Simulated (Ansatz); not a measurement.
## AlRu: elastic-constant calculation (part 2 of 2)

The same run, continued: AlRu (Pm-3m, 2 atoms in the cell); DFT PBE, scalar-relativistic, plane waves, PAW, no spin polarisation (Ansatz 0.2.0); cutoff 420 eV, 14×14×14 k-mesh, Fermi–Dirac smearing of 0.15 eV. The structure derives from an entry of the Crystallography Open Database. It belongs to a series of runs on one base structure; here: elastic constants, atoms relaxed.

Geometry of the input (Å; fractional positions):
```
2.9917  0.0000  0.0000
0.0000  2.9917  0.0000
0.0000  0.0000  2.9917
Al 0.0000  0.0000  0.0000
Ru 0.5000  0.5000  0.5000
```

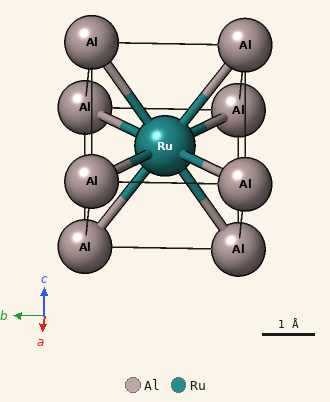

Figure 1. The structure as given in the input (ball-and-stick view of the cell of the calculation, seen at an oblique angle).

The program's output, continued:
```
SCF iter   1: F=—  HF=-6417.520389 eV  |F-HF|=—  |Δ(HF+E_count)|=         —  Δρ=3.25e-5  dr2=1.24e-7  ethr=6.59e-10  ⟨swp⟩=2.1  Hψ=40184  notcnv=0  defer=1
preconditioner: auto → none  [metal: Δε(μ)=0.005 eV  Ē_g=10.007 eV  σ=0.150 eV  W_gap=0.01  n_scr=6 (ndim 8)  ℏωp=23.8 eV  f_vac=0.000  D(μ)=1.58/eV (n_scr^D=18)]
SCF iter   2: F=—  HF=-6417.520371 eV  |F-HF|=—  |Δ(HF+E_count)|=   1.81e-5  Δρ=1.20e-5  dr2=2.09e-8  ethr=6.54e-10  ⟨swp⟩=2.1  Hψ=8087  notcnv=0  defer=1
SCF iter   3: F=—  HF=-6417.520371 eV  |F-HF|=—  |Δ(HF+E_count)|=   1.88e-9  Δρ=2.20e-6  dr2=6.59e-10  ethr=1.10e-10  ⟨swp⟩=1.2  Hψ=7349  notcnv=0  defer=1
SCF iter   4: F=—  HF=-6417.520371 eV  |F-HF|=—  |Δ(HF+E_count)|=  1.59e-10  Δρ=2.64e-7  dr2=4.65e-12  ethr=3.47e-12  ⟨swp⟩=2.2  Hψ=10555  notcnv=0  defer=1
SCF iter   5: F=—  HF=-6417.520371 eV  |F-HF|=—  |Δ(HF+E_count)|=  9.09e-12  Δρ=6.37e-8  dr2=2.74e-13  ethr=2.45e-14 (applied; sched 1.00e-12)  ⟨swp⟩=2.5  Hψ=10692  notcnv=0  defer=50
SCF iter   6: F=-6417.520371 eV  HF=-6417.520371 eV  |F-HF|=0.00e0  |Δ(HF+E_count)|=  1.82e-12  Δρ=5.66e-9  dr2=6.65e-15  ethr=1.00e-12  ⟨swp⟩=4.0  Hψ=20930  notcnv=0
SCF 7 converged in 6 iterations: F = -6417.520371 eV  dr2 = 6.65e-15
SCF iter   1: F=—  HF=-6417.521195 eV  |F-HF|=—  |Δ(HF+E_count)|=         —  Δρ=1.13e-6  dr2=1.78e-11  ethr=1.00e-12  ⟨swp⟩=8.6  Hψ=48392  notcnv=0  defer=1
preconditioner: auto → none  [metal: Δε(μ)=0.002 eV  Ē_g=10.008 eV  σ=0.150 eV  W_gap=0.00  n_scr=6 (ndim 8)  ℏωp=23.8 eV  f_vac=0.000  D(μ)=1.58/eV (n_scr^D=18)]
SCF iter   2: F=—  HF=-6417.521195 eV  |F-HF|=—  |Δ(HF+E_count)|=  3.70e-10  Δρ=5.61e-7  dr2=3.54e-12  ethr=9.36e-14 (applied; sched 1.00e-12)  ⟨swp⟩=1.2  Hψ=10772  notcnv=0  defer=47
SCF iter   3: F=-6417.521195 eV  HF=-6417.521195 eV  |F-HF|=0.00e0  |Δ(HF+E_count)|=  1.23e-10  Δρ=6.38e-8  dr2=8.22e-14  ethr=1.00e-12  ⟨swp⟩=3.0  Hψ=24282  notcnv=0
SCF 8 converged in 3 iterations: F = -6417.521195 eV  dr2 = 8.22e-14
SCF iter   1: F=—  HF=-6417.521195 eV  |F-HF|=—  |Δ(HF+E_count)|=         —  Δρ=1.13e-6  dr2=1.76e-11  ethr=1.00e-12  ⟨swp⟩=8.7  Hψ=49914  notcnv=0  defer=1
SCF iter   2: F=—  HF=-6417.521195 eV  |F-HF|=—  |Δ(HF+E_count)|=  3.68e-10  Δρ=5.60e-7  dr2=3.54e-12  ethr=9.28e-14 (applied; sched 1.00e-12)  ⟨swp⟩=1.1  Hψ=10746  notcnv=0  defer=45
SCF iter   3: F=-6417.521195 eV  HF=-6417.521195 eV  |F-HF|=0.00e0  |Δ(HF+E_count)|=  1.23e-10  Δρ=6.16e-8  dr2=7.58e-14  ethr=1.00e-12  ⟨swp⟩=3.0  Hψ=24575  notcnv=0
SCF 9 converged in 3 iterations: F = -6417.521195 eV  dr2 = 7.58e-14
SCF converged after 8 iterations
Free energy (F): -6417.521467 eV
Harris-Foulkes:  -6417.521467 eV  (|F-HF|=2.73e-12)
Internal energy: -6417.406447 eV  (E = F + TS)
E sigma→0 (E₀):  -6417.463957 eV
Entropy (-TS):   -0.115020 eV (-57.510 meV/atom)
Fermi energy:    16.148743 eV
--- Per-component energies (eV) ---
  E_band       = -119.764216
  E_kinetic    = 543.339987
  E_local      = -1798.291620  (includes V_loc(G=0)·N_el)
  E_nonlocal   = 354.682886
  E_hartree    = 639.081054
  E_xc         = -232.249793
  E_vxc        = -270.757821  (∫ρ·V_xc dr)
  E_paw        = -3929.243857  (= ΣΔE_a)
  E_vpaw       = -226.899582  (= ΣTr[D̂ρ^β])
  E_aug_tail   = -0.000174  (compensation charges beyond the density's cutoff)
  E_ewald      = -1994.724931
  E_smearing   = -0.115020  (= −TS)
  E_closure    = 0.000000  (closes the sum)
  Σ components = -6417.521467   (vs F -6417.521467, Δ=0.00e0)
--- Forces (eV/Å), atoms counted from 1 ---
  atom   1  Al    -0.00000000    -0.00000000    -0.00000000
  atom   2  Ru     0.00000000    -0.00000000     0.00000000
  max |Σ_I F_I| component: 5.82e-29 eV/Å
--- Stress (GPa, compression-positive) ---
        2.999305       0.000000       0.000000
        0.000000       2.999305       0.000000
        0.000000       0.000000       2.999305
  P = ⅓ Tr σ = 2.9993 GPa (29.993 kbar)
--- Band table (eV; the first three rows and the last of 120) ---
  k-point 0: bands = ["-55.6794", "-25.6312", "-25.6312", "-25.6312", "6.4536", "12.5488", "12.5488", "16.2927", "16.2927", "16.2927", "22.1947", "22.1947", "22.1947", "27.0433", "27.0433"]
  k-point 1: bands = ["-55.6786", "-25.6417", "-25.6303", "-25.6303", "6.5514", "12.5832", "12.5834", "16.1695", "16.1695", "16.3048", "21.7103", "22.3918", "22.3918", "26.8220", "27.4299"]
  k-point 2: bands = ["-55.6765", "-25.6711", "-25.6279", "-25.6279", "6.8404", "12.6583", "12.6826", "15.8554", "15.8554", "16.3390", "20.6856", "22.9282", "22.9282", "26.2446", "28.1238"]
  k-point 119: bands = ["-55.6334", "-25.7913", "-25.7913", "-25.7913", "11.4855", "11.4855", "11.4855", "17.7439", "17.7439", "18.6950", "20.2432", "20.2432", "20.2432", "24.6469", "24.6469"]
--- Elastic constants: 2 strain directions × 4 members + reference (group order 48) ---
  dense FFT box of the reference and of every strained cell: 24×24×24
  strains applied: 11, 23; error gains: componentwise 1.00 (the most a stress slope's error grows in a printed constant), spectral 1.73 (1 for all six strains in a standard setting)
  C = ∂σ_k/∂η_j (tension-positive GPa; Voigt order 11 22 33 23 13 12):
       332.057    155.927    155.927     -0.000     -0.000     -0.000
       155.927    332.057    155.927     -0.000     -0.000     -0.000
       155.927    155.927    332.057     -0.000     -0.000     -0.000
        -0.000     -0.000     -0.000    130.027     -0.000      0.000
        -0.000     -0.000      0.000      0.000    130.027      0.000
        -0.000      0.000     -0.000      0.000      0.000    130.027
  reference stress σ⁰ (GPa):     -2.999     -2.999     -2.999     -0.000     -0.000     -0.000
  C* (energy form; C + prestress term) asymmetry max|C*_kj − C*_jk| = 2.842e-14 GPa — a small one proves nothing (zero by symmetry where the batch's group is 432, −43m or m−3m); a large one is finite-difference/SCF noise where every solve meets its electron count
  moduli (Voigt/Reuss/Hill, GPa): K = 214.64/214.64/214.64   G = 113.24/109.21/111.23   E = 284.53   ν = 0.279
  mechanically stable: yes (min eigenvalue of sym C = 130.03 GPa)
  strain η (Voigt 11):  stress-route row diagonal C_11 = 332.06 GPa, energy-path curvature d²(F+E_count+ΔE)/dδ²/Ω₀ = 332.08 GPa
    cells at ±δ against ±2δ: C11 332.15 and 332.41 GPa, apart by 0.08 % of the column's largest entry
         δ    σ_11 (GPa)             F (eV)   n_scf  n_hpsi   n_pw
    -1.000e-2      -6.4416       -6417.5136145       9   91437    536   relax 0 steps, max|allowed force component| 1.92e-28 eV/Å
    -5.000e-3      -4.6894       -6417.5182627       4   60341    552   relax 0 steps, max|allowed force component| 1.81e-28 eV/Å
     5.000e-3      -1.3679       -6417.5232911       4   59464    552   relax 0 steps, max|allowed force component| 3.20e-30 eV/Å
     1.000e-2       0.2067       -6417.5237712       6   65905    552   relax 0 steps, max|allowed force component| 5.50e-29 eV/Å
  strain η (Voigt 23):  stress-route row diagonal C_44 = 130.03 GPa, energy-path curvature d²(F+E_count+ΔE)/dδ²/Ω₀ = 131.52 GPa
    cells at ±δ against ±2δ: C44 130.02 and 130.00 GPa, apart by 0.02 % of the column's largest entry
         δ    σ_23 (GPa)             F (eV)   n_scf  n_hpsi   n_pw
    -1.000e-2      -1.3000       -6417.5203710       7  121288    548   relax 0 steps, max|allowed force component| 1.26e-29 eV/Å
    -5.000e-3      -0.6501       -6417.5211948       3   91645    552   relax 0 steps, max|allowed force component| 6.21e-30 eV/Å
     5.000e-3       0.6501       -6417.5211948       3   89858    552   relax 0 steps, max|allowed force component| 1.24e-29 eV/Å
     1.000e-2       1.3000       -6417.5203710       6  104211    548   relax 0 steps, max|allowed force component| 1.28e-29 eV/Å
```

File elastic.tsv:
```
# convention: tension-positive GPa; Voigt order 11 22 33 23 13 12; engineering shear strains; stresses and constants hold the Pulay correction, whose part of sigma0, of c and of each member's stress the lines and columns named pulay_correction_..._gpa give (of c_energy it is that of c and, on the columns of strains 1 to 3, that of sigma0; of a layer's constants it is that of c in the plane, times a tenth of its plane spacing in ang); where a line pulay_correction_withheld stands none holds it
# sigma0_gpa = -2.9993047406e0 -2.9993047406e0 -2.9993047406e0 -0.0000000000e0 -0.0000000000e0 -5.5586668393e-16
# pulay_correction_sigma0_gpa = -6.8333288999e-2 -6.8333288999e-2 -6.8333288999e-2 -0.0000000000e0 -0.0000000000e0 -0.0000000000e0
# c_energy_asymmetry_gpa = 2.8421709430e-14
# group_order = 48
# error_gain_componentwise = 1.0000000000e0	error_gain_spectral = 1.7320508076e0
# k_voigt_gpa = 2.1463682981e2	k_reuss_gpa = 2.1463682981e2	k_hill_gpa = 2.1463682981e2
# g_voigt_gpa = 1.1324207439e2	g_reuss_gpa = 1.0921173427e2	g_hill_gpa = 1.1122690433e2
# youngs_gpa = 2.8453167993e2	poisson = 2.7905960176e-1
# min_eigenvalue_gpa = 1.3002659909e2	stable = true
# k	c_k1_gpa	c_k2_gpa	c_k3_gpa	c_k4_gpa	c_k5_gpa	c_k6_gpa	c_energy_k1_gpa	c_energy_k2_gpa	c_energy_k3_gpa	c_energy_k4_gpa	c_energy_k5_gpa	c_energy_k6_gpa	pulay_correction_c_k1_gpa	pulay_correction_c_k2_gpa	pulay_correction_c_k3_gpa	pulay_correction_c_k4_gpa	pulay_correction_c_k5_gpa	pulay_correction_c_k6_gpa
1	3.3205721294e2	1.5592663825e2	1.5592663825e2	-7.1069373928e-62	-5.7658326091e-30	-5.7658326091e-30	3.2905790820e2	1.5292733351e2	1.5292733351e2	-7.1069373928e-62	-5.7658326091e-30	-5.7658326091e-30	1.3969158924e-1	1.1298437606e-1	1.1298437606e-1	-5.1496838262e-65	-4.1779198677e-33	-4.1779198677e-33
2	1.5592663825e2	3.3205721294e2	1.5592663825e2	-1.1120840923e-61	-5.7658326091e-30	-1.2278763449e-29	1.5292733351e2	3.2905790820e2	1.5292733351e2	-1.1120840923e-61	-5.7658326091e-30	-1.2278763449e-29	1.1298437606e-1	1.3969158924e-1	1.1298437606e-1	-5.7583241911e-65	-4.1779198677e-33	-5.1654953222e-33
3	1.5592663825e2	1.5592663825e2	3.3205721294e2	-1.1120840923e-61	-1.2278763449e-29	-5.7658326091e-30	1.5292733351e2	1.5292733351e2	3.2905790820e2	-1.1120840923e-61	-1.2278763449e-29	-5.7658326091e-30	1.1298437606e-1	1.1298437606e-1	1.3969158924e-1	-5.7583241911e-65	-5.1654953222e-33	-4.1779198677e-33
4	-1.7516230804e-46	-2.9632233130e-62	-2.3665827157e-30	1.3002659909e2	-3.5373841923e-30	2.3790725969e-30	-1.7516230804e-46	-2.9632233130e-62	-2.3665827157e-30	1.3002659909e2	-3.5373841923e-30	2.3790725969e-30	3.8518598888e-34	-2.3790314580e-65	-8.7885396864e-65	1.0642189497e-2	1.6063315121e-33	-1.2700543787e-34
5	-1.1113934827e-61	-4.7985343468e-62	1.5027825232e-30	6.3233771230e-30	1.3002659909e2	2.9582283946e-31	-1.1113934827e-61	-4.7985343468e-62	1.5027825232e-30	6.3233771230e-30	1.3002659909e2	2.9582283946e-31	-1.4181677360e-64	7.7037197775e-34	1.1472186161e-33	-1.4751563989e-33	1.0642189497e-2	-4.8148248610e-35
6	-2.9827964151e-29	6.0871977070e-30	-5.2548692412e-46	1.2489881209e-32	7.6974835910e-65	1.3002659909e2	-5.5586668393e-16	-5.5586668393e-16	-5.5586668393e-16	1.2489881209e-32	7.6974835910e-65	1.3002659909e2	1.5158645207e-33	-4.2205057934e-33	3.4211388289e-49	6.5587556566e-35	4.0421452534e-67	1.0642189497e-2
```

Summary:

```json
{"quantity": "outcome", "value": "converged"}
{"quantity": "space group (tolerance 0.01 Å)", "value": "Pm-3m (221)"}
{"quantity": "electrons treated", "value": "19"}
{"quantity": "free energy", "value": "−6417.5215 eV"}
{"quantity": "Fermi energy", "value": "16.149 eV"}
{"quantity": "gap on the k-point mesh", "value": "none (metallic)"}
{"quantity": "pressure", "value": "3.00 GPa"}
{"quantity": "bulk modulus (Hill)", "value": "214.6 GPa"}
{"quantity": "shear modulus (Hill)", "value": "111.2 GPa"}
{"quantity": "largest force (length of the vector)", "value": "under 0.001 eV/Å"}
{"quantity": "elastic stability", "value": "stable"}
{"quantity": "wall time", "value": "46 s"}
{"quantity": "peak memory", "value": "0.51 GiB"}
```

Notes:

Results for this metal are sensitive to the k-point mesh.
